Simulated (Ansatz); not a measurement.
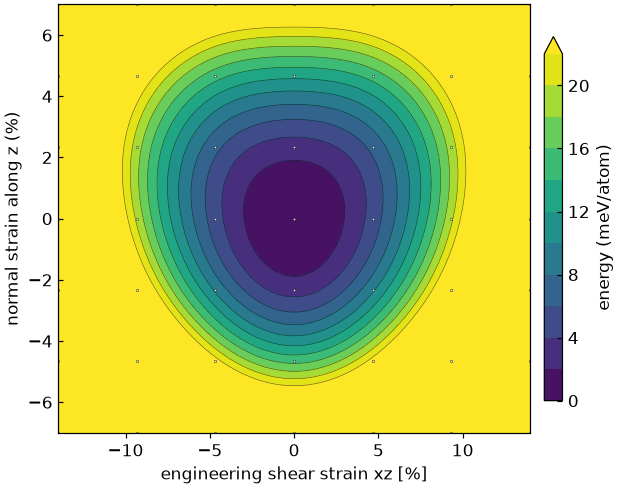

Al (Fm-3m, No. 225; 1 atom in the cell). The energy is mapped over two homogeneous strains (x, y and z along the cube axes). The first coordinate is: engineering shear strain xz; the second: normal strain along z. Nothing is relaxed (symmetry fixes all fractional coordinates). Grid: 7 × 7 points; 28 points were computed and 21 follow by symmetry. Points are written as (first, second). All energies are given in meV/atom relative to the lowest grid point. These are results of Ansatz, DFT LDA+D3(BJ), scalar-relativistic, plane waves, PAW, not measurements. Settings: cutoff 420 eV, k-mesh 20×20×20, gaussian smearing 0.15 eV, no spin polarisation.

The picture shows filled contours, dots at the grid points, one colour for all values above the top of the scale. Between grid points the surface is interpolated.

Q: Where is the minimum, and how stiff is the crystal against these two strains (in GPa)?

A: The interpolated minimum is at 0.0 % and 0.0 %. Divided by the cell volume of 15.1 Å³, the second derivatives of the energy there are about 50 GPa along the first strain and 109 GPa along the second, with a cross term of about 0 GPa (clamped ions). Round the minimum the two coordinates are nearly uncoupled.

PAW datasets: the set soft_1.
